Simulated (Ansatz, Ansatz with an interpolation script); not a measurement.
# CsPbCl3 (Pm-3m): what limits a Wannier interpolation of GW

How do the Wannier model and the GW settings move the interpolated bands of CsPbCl3 (Pm-3m)?

Program: Ansatz 0.2.0. Level of theory: maximally localised Wannier functions, PBE, plane waves, PAW; PAW set soft_1. Results are calculated unless marked as measured.

## 1. Set-up

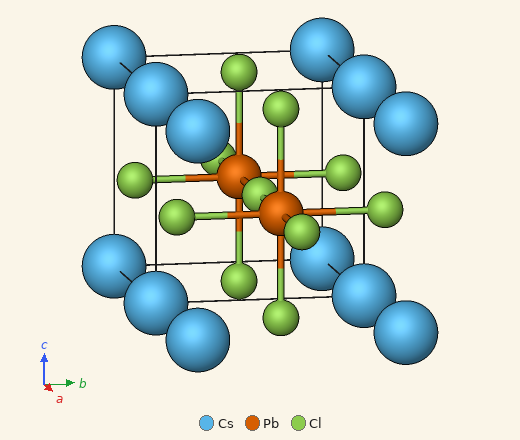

Start, viewed slightly off an axis; caesium blue, lead orange, chlorine green. 2×1×1 cells are drawn. Some periodic images of atoms are drawn too.

The cell and positions come from the Crystallography Open Database and are kept as given unless a step says otherwise. Spin-orbit coupling is left out unless a step names it.

## 2. Wannier model on 8×8×8

Localised functions give a small Hamiltonian that interpolates between mesh points at no cost.

input.yaml

```yaml
crystal:
  lattice:
    - [5.605, 0.0, 0.0]
    - [0.0, 5.605, 0.0]
    - [0.0, 0.0, 5.605]
  atoms:
    - { symbol: Cs, position: [0.0, 0.0, 0.0] }
    - { symbol: Pb, position: [0.5, 0.5, 0.5] }
    - { symbol: Cl, position: [0.5, 0.5, 0.0] }
    - { symbol: Cl, position: [0.0, 0.5, 0.5] }
    - { symbol: Cl, position: [0.5, 0.0, 0.5] }
kpoints:
  mp_grid: { grid: [4, 4, 4] }
hamiltonian:
  xc: pbe
  pseudopotentials: { kind: paw, azcp: { folder: soft_1 } }
scf:
  occupations: { method: fixed }
  n_extra_bands: 93
output:
  wannier:
    kmesh: [8, 8, 8]
    projections:
      - { species: Cl, l: p, shell: 3 }
      - { species: Cs, l: s, shell: 6 }
      - { species: Pb, l: p, shell: 6 }
    minimise: true
    write_hr: true
    seedname: w
    conv_tol: 1.0e-06
    max_iter: 20000
    stability_check: false
    disentanglement:
      window: [-0.67, 13.0]
      frozen_window: [-0.67, 8.39]
      conv_tol: 1.0e-08
```

Run with:

```console
$ ansatz run input.yaml --threads 2 --pin off --max-ram 92160MiB --backend cuda --events-out ev --progress --plain --runs-dir out --devices 1 --max-vram 13GiB
```

Numbers of over 12 decimals in the logs are rounded to 6 here.

Log:

```text
scf.n_extra_bands = 93 over 22 filled bands (N_el = 44.0): the run solves 115 bands
GPUs: using 1 of 1 available (devices: 1).
Engine: ansatz 0.2.0, x86_64-unknown-linux-gnu
Pseudopotentials: kind: paw
Pseudopotential: Cs, paw, valence charge 9, recommended cutoff 420 eV (normal), soft_1/Cs.paw.azcp
Pseudopotential: Pb, paw, valence charge 14, recommended cutoff 420 eV (normal), soft_1/Pb.paw.azcp
Pseudopotential: Cl, paw, valence charge 7, recommended cutoff 420 eV (normal), soft_1/Cl.paw.azcp
Functional definition: PBE
  parameter kappa = 0.804
  parameter beta = 0.066725
  exchange = pbe_x(kappa = kappa, mu = beta*pi^2/3)
  correlation = pbe_c(beta = beta)
device memory: the entry about to start is reckoned to put 3.2 GiB on a device that reports 54.7 GiB free (of which the cap on the GPU budget leaves the run 13.0 GiB)
GPU FFT provider: cuFFT
GPU libraries: cuBLAS 13.8.2, cuFFT 12.4.0, cuSOLVER 12.3.4
Crystal: 5 atoms, lattice volume = 176.087 Å³
Basis set: ecut = 420 eV, 3407 PW (Γ)
Bands: 115, of which v1, the nominal top of the filled ones, is band 22 counted from 1 (21 counted from 0)
Symmetry: 48 space group operations
Space group: Pm-3m (ITA 221), of the structure as read, at distance tolerance 5.6e-5 Å
k-points: 10 of 64
Non-local potential: Cs, projectors of the file, l = 0: 3, l = 1: 2, l = 2: 2, l = 3: 2
Non-local potential: Pb, projectors of the file, l = 0: 2, l = 1: 2, l = 2: 2, l = 3: 1
Non-local potential: Cl, projectors of the file, l = 0: 2, l = 1: 2, l = 2: 1
PAW form: soft (Blöchl's): semilocal exchange-correlation on the pseudo side does not see the compensation charge
PAW one-centre angular grid: Cs, 194 points (default); XC on 64 Gauss nodes
PAW one-centre angular grid: Pb, 590 points (default); XC on 64 Gauss nodes
PAW one-centre angular grid: Cl, 110 points (default); XC on 64 Gauss nodes
Initial density: superposition of atomic densities (chi_scale 0.1, normalization cell, long waves kept (reshape's long-wave potential 0.01 eV rms))
Initial wavefunctions: pseudopotential atomic-orbital guess
GPU buffer pool allocated for 64000 grid points (all kernels)
GPU transforms: local potential and band sums: pruned to the plane-wave sphere, on 40×40×40
Functional: x = pbe(κ = 0.804, μ = 0.219515), c = pbe(β = 0.066725)
SCF iter   1: F=—  HF=-20826.791937 eV  |F-HF|=—  |Δ(HF+E_count)|=         —  Δρ=2.24e-2  dr2=1.92e0  ethr=3.10e-3  ⟨swp⟩=4.0  Hψ=4004  notcnv=0  defer=895
preconditioner: auto → Resta (q_TF=auto, 2.165 Å⁻¹)  ε∞=1.4  [insulator: Δε(μ)=1.631 eV  Ē_g=27.489 eV  n_scr=26 (ndim 8)  ℏωp=18.1 eV  f_vac=0.014  ε∞_Penn≈1.4]
SCF iter   2: F=—  HF=-20825.949857 eV  |F-HF|=—  |Δ(HF+E_count)|=   8.42e-1  Δρ=8.76e-3  dr2=3.39e-1  ethr=3.10e-3  ⟨swp⟩=2.0  Hψ=1355  notcnv=0  defer=903
SCF iter   3: F=—  HF=-20825.815443 eV  |F-HF|=—  |Δ(HF+E_count)|=   1.34e-1  Δρ=2.47e-3  dr2=1.01e-2  ethr=7.70e-4  ⟨swp⟩=2.0  Hψ=555  notcnv=0  defer=903
SCF iter   4: F=—  HF=-20825.817867 eV  |F-HF|=—  |Δ(HF+E_count)|=   2.42e-3  Δρ=8.22e-4  dr2=1.51e-3  ethr=2.29e-5  ⟨swp⟩=2.0  Hψ=1477  notcnv=0  defer=908
SCF iter   5: F=—  HF=-20825.818342 eV  |F-HF|=—  |Δ(HF+E_count)|=   4.76e-4  Δρ=1.56e-4  dr2=3.07e-5  ethr=3.44e-6  ⟨swp⟩=2.0  Hψ=484  notcnv=0  defer=908
SCF iter   6: F=—  HF=-20825.818371 eV  |F-HF|=—  |Δ(HF+E_count)|=   2.83e-5  Δρ=6.59e-5  dr2=8.49e-6  ethr=6.98e-8  ⟨swp⟩=2.0  Hψ=528  notcnv=0  defer=904
SCF iter   7: F=—  HF=-20825.818367 eV  |F-HF|=—  |Δ(HF+E_count)|=   3.82e-6  Δρ=1.87e-5  dr2=7.54e-7  ethr=1.93e-8  ⟨swp⟩=2.7  Hψ=501  notcnv=0  defer=903
SCF iter   8: F=-20825.818367 eV  HF=-20825.818367 eV  |F-HF|=1.48e-8  |Δ(HF+E_count)|=   5.32e-8  Δρ=2.78e-6  dr2=1.31e-8  ethr=2.27e-10  ⟨swp⟩=18.3  Hψ=12580  notcnv=0
SCF 1 converged in 8 iterations: F = -20825.818367 eV  dr2 = 1.31e-8
[...]
device memory: the entry about to start is reckoned to put 3.8 GiB (of the 3.9 GiB reckoned in all, the device holds 0.1 GiB already) on a device that reports 53.2 GiB free (of which the cap on the GPU budget leaves the run 12.9 GiB)
NSCF: frozen V_eff on 10 k-points
[...]
device memory: the entry about to start is reckoned to put 3.0 GiB on a device that reports 52.0 GiB free (of which the cap on the GPU budget leaves the run 13.0 GiB)
NSCF: frozen V_eff on 38 k-points
the Wannier pass solved 38 of the 512 points of its mesh, and has the states at the others by symmetry: states obtained by the crystal's operations at points that were solved too leave a residual of 3.64e-13 eV (read by the count's bands and the next), within 5.56e-6 eV
SCF converged after 8 iterations
Free energy (F): -20825.818367 eV
Harris-Foulkes:  -20825.818367 eV  (|F-HF|=1.48e-8)
Internal energy: -20825.818367 eV  (E = F + TS)
E sigma→0 (E₀):  -20825.818367 eV
Fermi energy:    4.151877 eV
--- Per-component energies (eV) ---
  E_band       = -232.313026
  E_kinetic    = 895.136358
  E_local      = -2607.421602  (includes V_loc(G=0)·N_el)
  E_nonlocal   = 421.693983
  E_hartree    = 982.834589
  E_xc         = -710.786859
  E_vxc        = -628.442839  (∫ρ·V_xc dr)
  E_paw        = -17427.075847  (= ΣΔE_a)
  E_vpaw       = -278.949222  (= ΣTr[D̂ρ^β])
  E_aug_tail   = 0.000314  (compensation charges beyond the density's cutoff)
  E_ewald      = -2380.199303
  E_smearing   = -0.000000  (= −TS)
  E_closure    = 0.000000  (closes the sum)
  Σ components = -20825.818367   (vs F -20825.818367, Δ=0.00e0)
--- Band table (eV; the first three rows and the last of 10) ---
  k-point 0: bands = [... 18 lower, 1.5093, 1.6168, 1.6168, 1.6168, 7.4952, 8.4308, 8.4308, 9.3400, ... 89 higher]
  k-point 1: bands = [... 18 lower, 1.4601, 1.5619, 1.5619, 1.7146, 8.0001, 8.7814, 8.8352, 8.9827, ... 89 higher]
  k-point 2: bands = [... 18 lower, 1.4113, 1.5063, 1.5063, 2.4608, 7.1793, 8.8333, 9.3405, 9.4821, ... 89 higher]
  k-point 9: bands = [... 18 lower, 1.9366, 1.9366, 1.9366, 4.1519, 6.0888, 6.0888, 6.0888, 9.2519, ... 89 higher]
Wannier search: line search 1 of at most 20000: gauge-dependent spread (as the search counts it) 0.8736514 Å², largest recent change 1.5e-1 Å² against conv_tol 1.0e-6 Å², 0 stops escaped
```

It took 21 s on 1 × NVIDIA H100 80GB HBM3 (shared by 6 runs) with 2 threads of AMD EPYC 7R13 (Zen 3), shared host; peak memory 1.7 GiB; 28 s of CPU time.

The column dr2 measures how far the density is from self-consistency, as an energy; F and HF (Harris–Foulkes) agree once it is small.

Numbers from this step:

* gauge-invariant spread: 34.26 Å²
* diagonal spread: 2.73e-19 Å²
* off-diagonal spread: 0.7459 Å²
* total spread: 35.01 Å²
* least projectability: 0.4200
* localisation steps: 44
* disentanglement steps: 145
* r.m.s. interpolation error: 0.001877 eV
* r.m.s. error near the gap: 0.003899 eV

Near the gap the model misses directly solved bands by 3.9 meV r.m.s. and by 32 meV at most in the window tested. This tests the starting bands, not the corrections carried with them.

## 3. Wannier model on 4×4×4

Edit input.yaml of step 2 so:

```diff
@@ -21,3 +21,3 @@
   wannier:
-    kmesh: [8, 8, 8]
+    kmesh: [4, 4, 4]
     projections:
```

Log:

```text
[...]
GPUs: using 1 of 1 available (devices: 1).
[...]
GPU FFT provider: cuFFT
GPU libraries: cuBLAS 13.8.2, cuFFT 12.4.0, cuSOLVER 12.3.4
Crystal: 5 atoms, lattice volume = 176.087 Å³
Basis set: ecut = 420 eV, 3407 PW (Γ)
Bands: 115, of which v1, the nominal top of the filled ones, is band 22 counted from 1 (21 counted from 0)
Symmetry: 48 space group operations
[...]
k-points: 10 of 64
[...]
GPU buffer pool allocated for 64000 grid points (all kernels)
[...]
SCF iter   1: F=—  HF=-20826.791937 eV  |F-HF|=—  |Δ(HF+E_count)|=         —  Δρ=2.24e-2  dr2=1.92e0  ethr=3.10e-3  ⟨swp⟩=4.0  Hψ=4004  notcnv=0  defer=895
[...]
SCF iter   8: F=-20825.818367 eV  HF=-20825.818367 eV  |F-HF|=1.48e-8  |Δ(HF+E_count)|=   5.32e-8  Δρ=2.78e-6  dr2=1.31e-8  ethr=2.27e-10  ⟨swp⟩=18.3  Hψ=12580  notcnv=0
SCF 1 converged in 8 iterations: F = -20825.818367 eV  dr2 = 1.31e-8
[...]
NSCF: frozen V_eff on 10 k-points
[...]
SCF converged after 8 iterations
Free energy (F): -20825.818367 eV
[...]
Internal energy: -20825.818367 eV  (E = F + TS)
E sigma→0 (E₀):  -20825.818367 eV
Fermi energy:    4.151877 eV
[...]
--- Band table (eV; the first three rows and the last of 10) ---
  k-point 0: bands = [... 18 lower, 1.5093, 1.6168, 1.6168, 1.6168, 7.4952, 8.4308, 8.4308, 9.3400, ... 89 higher]
  k-point 1: bands = [... 18 lower, 1.4601, 1.5619, 1.5619, 1.7146, 8.0001, 8.7814, 8.8352, 8.9827, ... 89 higher]
  k-point 2: bands = [... 18 lower, 1.4113, 1.5063, 1.5063, 2.4608, 7.1793, 8.8333, 9.3405, 9.4821, ... 89 higher]
  k-point 9: bands = [... 18 lower, 1.9366, 1.9366, 1.9366, 4.1519, 6.0888, 6.0888, 6.0888, 9.2519, ... 89 higher]
[...]
```

Wall time 6.8 s (1 × NVIDIA H100 80GB HBM3 (shared by 6 runs) with 2 threads); peak memory 1 GiB.

This step gave:

```
gauge-invariant spread     : 31.99 Å²
diagonal spread            : 5.88e-20 Å²
off-diagonal spread        : 0.8244 Å²
total spread               : 32.81 Å²
least projectability       : 0.4200
localisation steps         : 21
disentanglement steps      : 45
r.m.s. interpolation error : 0.01184 eV
r.m.s. error near the gap  : 0.02263 eV
```

Near the gap the model misses directly solved bands by 22.6 meV r.m.s. and by 87 meV at most in the window tested. This tests the starting bands, not the corrections carried with them.

Frozen up to 4.24 eV; above it the model need not follow the bands. The electronic bands at the labelled points (eV, zero at the valence-band top; v1 is the highest filled band, c1 the lowest empty one):

```tsv
point	v4	v3	v2	v1	c1	c2	c3	c4
Γ	-2.64	-2.54	-2.54	-2.54	3.34	6.19	6.19	6.19
X	-2.74	-2.65	-2.65	-1.69	3.03	5.09	5.50	5.50
M	-2.83	-2.76	-2.23	-0.82	2.52	2.52	4.92	5.95
Γ	-2.64	-2.54	-2.54	-2.54	3.34	6.19	6.19	6.19
R	-2.22	-2.22	-2.22	0.00	1.94	1.94	1.94	5.10
X	-2.74	-2.65	-2.65	-1.69	3.03	5.09	5.50	5.50
jump to R	-2.22	-2.22	-2.22	0.00	1.94	1.94	1.94	5.10
M	-2.83	-2.76	-2.23	-0.82	2.52	2.52	4.92	5.95
```

The same for Kohn-Sham, solved directly:

```tsv
point	v4	v3	v2	v1	c1	c2	c3	c4
Γ	-2.64	-2.54	-2.54	-2.54	3.34	4.28	4.28	5.19
X	-2.74	-2.65	-2.65	-1.69	3.03	4.68	5.19	5.33
M	-2.83	-2.76	-2.23	-0.82	2.52	2.52	4.92	5.38
Γ	-2.64	-2.54	-2.54	-2.54	3.34	4.28	4.28	5.19
R	-2.22	-2.22	-2.22	0.00	1.94	1.94	1.94	5.10
X	-2.74	-2.65	-2.65	-1.69	3.03	4.68	5.19	5.33
R	-2.22	-2.22	-2.22	0.00	1.94	1.94	1.94	5.10
M	-2.83	-2.76	-2.23	-0.82	2.52	2.52	4.92	5.38
```

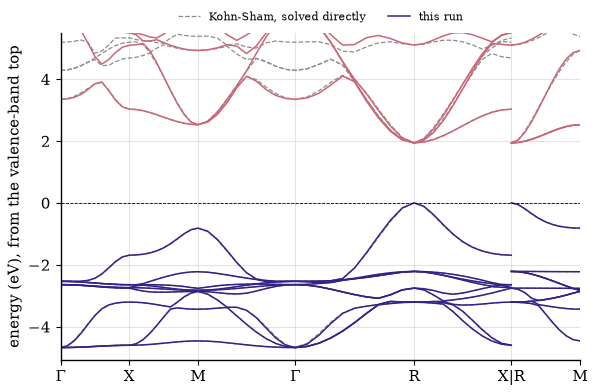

Electronic bands along the path; lines of filled and empty bands in two colours; dashed: Kohn-Sham, solved directly.

## 4. A faulty Wannier input

Edit input.yaml of step 3 so:

```diff
@@ -33,4 +33,4 @@
     disentanglement:
-      window: [-0.67, 13.0]
-      frozen_window: [-0.67, 8.39]
+      window: [-0.67, 6.09]
+      frozen_window: [-0.67, 5.89]
       conv_tol: 1.0e-08
```

Log:

```text
scf.n_extra_bands = 93 over 22 filled bands (N_el = 44.0): the run solves 115 bands
GPUs: using 1 of 1 available (devices: 1).
Engine: ansatz 0.2.0, x86_64-unknown-linux-gnu
Pseudopotentials: kind: paw
Pseudopotential: Cs, paw, valence charge 9, recommended cutoff 420 eV (normal), soft_1/Cs.paw.azcp
Pseudopotential: Pb, paw, valence charge 14, recommended cutoff 420 eV (normal), soft_1/Pb.paw.azcp
Pseudopotential: Cl, paw, valence charge 7, recommended cutoff 420 eV (normal), soft_1/Cl.paw.azcp
Functional definition: PBE
  parameter kappa = 0.804
  parameter beta = 0.066725
  exchange = pbe_x(kappa = kappa, mu = beta*pi^2/3)
  correlation = pbe_c(beta = beta)
device memory: the entry about to start is reckoned to put 3.2 GiB on a device that reports 47.9 GiB free (of which the cap on the GPU budget leaves the run 13.0 GiB)
GPU FFT provider: cuFFT
GPU libraries: cuBLAS 13.8.2, cuFFT 12.4.0, cuSOLVER 12.3.4
Crystal: 5 atoms, lattice volume = 176.087 Å³
Basis set: ecut = 420 eV, 3407 PW (Γ)
Bands: 115, of which v1, the nominal top of the filled ones, is band 22 counted from 1 (21 counted from 0)
Symmetry: 48 space group operations
Space group: Pm-3m (ITA 221), of the structure as read, at distance tolerance 5.6e-5 Å
k-points: 10 of 64
Non-local potential: Cs, projectors of the file, l = 0: 3, l = 1: 2, l = 2: 2, l = 3: 2
Non-local potential: Pb, projectors of the file, l = 0: 2, l = 1: 2, l = 2: 2, l = 3: 1
Non-local potential: Cl, projectors of the file, l = 0: 2, l = 1: 2, l = 2: 1
PAW form: soft (Blöchl's): semilocal exchange-correlation on the pseudo side does not see the compensation charge
[...]
NSCF: frozen V_eff on 10 k-points
[...]
device memory: the entry about to start is reckoned to put 2.8 GiB on a device that reports 51.1 GiB free (of which the cap on the GPU budget leaves the run 13.0 GiB)
NSCF: frozen V_eff on 13 k-points
the Wannier pass solved 13 of the 64 points of its mesh, and has the states at the others by symmetry: states obtained by the crystal's operations at points that were solved too leave a residual of 3.58e-13 eV (read by the count's bands and the next), within 4.17e-6 eV
SCF converged after 8 iterations
Free energy (F): -20825.818367 eV
Harris-Foulkes:  -20825.818367 eV  (|F-HF|=1.48e-8)
Internal energy: -20825.818367 eV  (E = F + TS)
E sigma→0 (E₀):  -20825.818367 eV
Fermi energy:    4.151877 eV
--- Per-component energies (eV) ---
  E_band       = -232.313026
  E_kinetic    = 895.136358
  E_local      = -2607.421602  (includes V_loc(G=0)·N_el)
  E_nonlocal   = 421.693983
  E_hartree    = 982.834589
  E_xc         = -710.786859
  E_vxc        = -628.442839  (∫ρ·V_xc dr)
  E_paw        = -17427.075847  (= ΣΔE_a)
  E_vpaw       = -278.949222  (= ΣTr[D̂ρ^β])
  E_aug_tail   = 0.000314  (compensation charges beyond the density's cutoff)
  E_ewald      = -2380.199303
  E_smearing   = -0.000000  (= −TS)
  E_closure    = 0.000000  (closes the sum)
  Σ components = -20825.818367   (vs F -20825.818367, Δ=0.00e0)
--- Band table (eV; the first three rows and the last of 10) ---
  k-point 0: bands = [... 18 lower, 1.5093, 1.6168, 1.6168, 1.6168, 7.4952, 8.4308, 8.4308, 9.3400, ... 89 higher]
  k-point 1: bands = [... 18 lower, 1.4601, 1.5619, 1.5619, 1.7146, 8.0001, 8.7814, 8.8352, 8.9827, ... 89 higher]
  k-point 2: bands = [... 18 lower, 1.4113, 1.5063, 1.5063, 2.4608, 7.1793, 8.8333, 9.3405, 9.4821, ... 89 higher]
  k-point 9: bands = [... 18 lower, 1.9366, 1.9366, 1.9366, 4.1519, 6.0888, 6.0888, 6.0888, 9.2519, ... 89 higher]
```

It took 8 s on 1 × NVIDIA H100 80GB HBM3 (shared by 6 runs) with 2 threads; peak memory 1 GiB.

The self-consistent loop converged; the step after it was not made. The program's words: output.wannier: at mesh point 0 (counted from 0) output.wannier.disentanglement.window holds 9 states for 13 functions, beside 0 of inner shells that are left out. Raise the window's top, and output.wannier.disentanglement.top_band where it is typed. No Wannier file is written

The fault put into this input: an outer window with too few states.

## 5. G0W0: 4×4×4 mesh, 734 empty bands, screening to 150 eV, PAW set soft_1 files

Now the one-shot GW correction: screening in the RPA, then the self-energy of the levels asked for.

This step: G0W0 on PBE, plane waves, PAW; PAW set soft_1.

input.yaml, the sections that differ from step 4:

```yaml
scf:
  occupations: { method: fixed }
gw:
  n_empty_bands: 734
  ecut_chi: 150.0
  qp_bands: [v9, c3]
  screening: { model: contour_deformation }
# crystal, kpoints, hamiltonian: as in step 4
# output: removed
```

Log:

```text
GPUs: using 1 of 1 available (devices: 1).
[...]
GPU FFT provider: cuFFT
GPU libraries: cuBLAS 13.8.2, cuFFT 12.4.0, cuSOLVER 12.3.4
Crystal: 5 atoms, lattice volume = 176.087 Å³
Basis set: ecut = 420 eV, 3407 PW (Γ)
Bands: 27, of which v1, the nominal top of the filled ones, is band 22 counted from 1 (21 counted from 0)
Symmetry: 48 space group operations
[...]
k-points: 10 of 64
[...]
0    21      1.6168   -20.6387     3.0527   -16.2523  0.7378     0.2286     0.2830  root
[...]
9    22      4.1519   -20.3628     0.7728   -18.7103  0.7757     3.2586     3.2722  root
     9    23      6.0887    -7.9024    -3.3724   -11.6821  0.8046     6.4986     6.4959  root
     9    24      6.0887    -7.9024    -3.3724   -11.6821  0.8046     6.4986     6.4959  root
     9    25      6.0887    -7.9024    -3.3724   -11.6821  0.8046     6.4986     6.4959  root
[key lines of the parts left out:]
SCF converged after 7 iterations
Free energy (F): -20825.818367 eV
Fermi energy:    4.151850 eV
```

It took 44 s on 1 × NVIDIA H100 80GB HBM3 (shared by 6 runs) with 2 threads; peak memory 2 GiB.

The G0W0 gap on the mesh is 3.224 eV.

[end of part 1 of 2]

[Paths, hosts, dates, memory and timing lines, banners, echoed tables and standing remarks are left out of the program output.]

[Logs are printed without paths, hosts, clocks, repeated set-up lines and the standing remarks that a program may print on its own settings, such as how far it seeks lower states.]

[Runs of the session that timed out or met a known fault of the program may be left out.]

[Hosts, paths, dates, database ids (printed as entryN), source tags and the programs' standing remarks are cut or masked in the printed files.]
